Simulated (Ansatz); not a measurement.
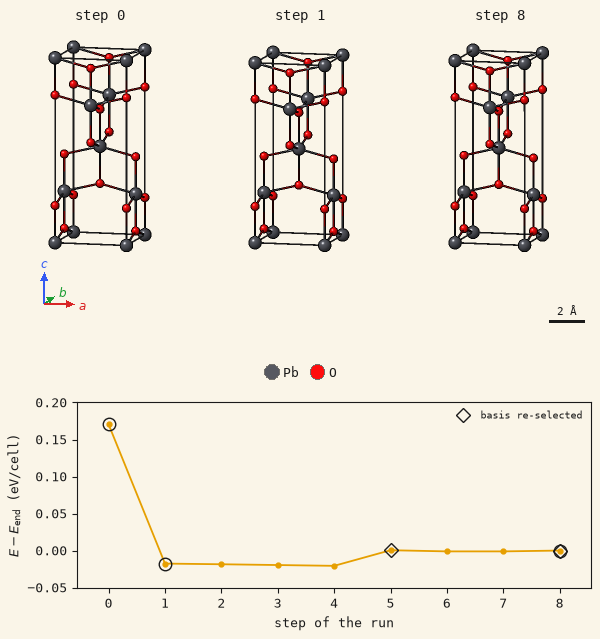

Frames of a relaxation of a crystal of PbO$_{2}$ (built on the anatase type), marked on the history of the run. Style: ball-and-stick. Shown: the conventional cell (2 times the calculation's cell), slightly off an axis. Lengths and directions refer to the drawn axes.

The calculation used DFT, LDA, plane waves, PAW (Ansatz 0.2.0).

Input file:
```yaml
crystal:
  lattice:
    - [-2.149993976, 2.149993976, 5.452770386]
    - [2.149993976, -2.149993976, 5.452770386]
    - [2.149993976, 2.149993976, -5.452770386]
  atoms:
    - { symbol: Pb, position: [0.75, 0.25, 0.5] }
    - { symbol: Pb, position: [0.0, 0.0, 0.0] }
    - { symbol: O, position: [0.548943631, 0.048943631, 0.5] }
    - { symbol: O, position: [0.798943631, 0.798943631, 0.0] }
    - { symbol: O, position: [0.201056369, 0.201056369, 0.0] }
    - { symbol: O, position: [0.951056369, 0.451056369, 0.5] }
kpoints:
  mp_grid: { grid: [8, 8, 8] }
hamiltonian:
  xc: lda
scf:
  occupations: { method: fermi_dirac, width: 0.02 }
relax:
  f_tol: 0.005
  cell: {}
output:
  write_density: true
  write_potential: true
  elf: true
  volumetric_format: npy
```

Run as
```bash
ansatz run input.yaml --threads 2 --pin off --max-ram 29491MiB --backend cpu --events-out ev --progress --plain --runs-dir out
```

**What happens along the run?**

The energy falls by 0.170 eV per cell of the calculation in 6 accepted moves (8 points after the start). Largest force component: 0.23 eV/Å at the start, under 0.0001 eV/Å at the end. The pressure goes from −7.58 to −0.01 GPa. The SCF was repeated twice at an unchanged geometry on a basis and grid sized afresh for the cell, which shifted the energy by 21.1 meV per cell of the calculation at most. No atom moves by more than 0.005 Å relative to the cell. The volume changes by −6.8 %, with a = b 4.300 → 4.183 Å (−2.7 %), c 10.906 → 10.738 Å (−1.5 %). Some distances before and after: Pb1–O4 2.215 → 2.156 Å, Pb1–O3 2.193 → 2.162 Å. The space group stays I4_1/amd (No. 141). Cost: 31 s on 2 threads of AMD EPYC 7R13 Processor (Zen 3), with other jobs on the host, peak memory 0.61 GiB. From step 0 to 1: volume −7.5 %, energy −0.188 eV per cell of the calculation. From step 1 to 8: volume +0.8 %, energy +17.6 meV per cell of the calculation.

```json
{"step": "0", "E − E(0), meV/atom": "0.00", "largest force component, eV/Å": "0.2311", "pressure, GPa": "-7.58", "volume, Å³/atom": "16.804", "note": ""}
{"step": "1", "E − E(0), meV/atom": "-31.33", "largest force component, eV/Å": "0.0985", "pressure, GPa": "1.58", "volume, Å³/atom": "15.542", "note": ""}
{"step": "2", "E − E(0), meV/atom": "-31.49", "largest force component, eV/Å": "0.0253", "pressure, GPa": "-0.18", "volume, Å³/atom": "15.740", "note": ""}
{"step": "3", "E − E(0), meV/atom": "-31.66", "largest force component, eV/Å": "0.0197", "pressure, GPa": "-0.08", "volume, Å³/atom": "15.725", "note": ""}
{"step": "4", "E − E(0), meV/atom": "-31.84", "largest force component, eV/Å": "0.0028", "pressure, GPa": "0.00", "volume, Å³/atom": "15.707", "note": ""}
{"step": "5", "E − E(0), meV/atom": "-28.33", "largest force component, eV/Å": "0.0026", "pressure, GPa": "-0.37", "volume, Å³/atom": "15.707", "note": "same geometry, new basis"}
{"step": "6", "E − E(0), meV/atom": "-28.59", "largest force component, eV/Å": "0.0051", "pressure, GPa": "-0.02", "volume, Å³/atom": "15.660", "note": ""}
{"step": "7", "E − E(0), meV/atom": "-28.59", "largest force component, eV/Å": "0.0000", "pressure, GPa": "0.00", "volume, Å³/atom": "15.660", "note": ""}
{"step": "8", "E − E(0), meV/atom": "-28.40", "largest force component, eV/Å": "0.0000", "pressure, GPa": "-0.01", "volume, Å³/atom": "15.660", "note": "same geometry, new basis"}
```
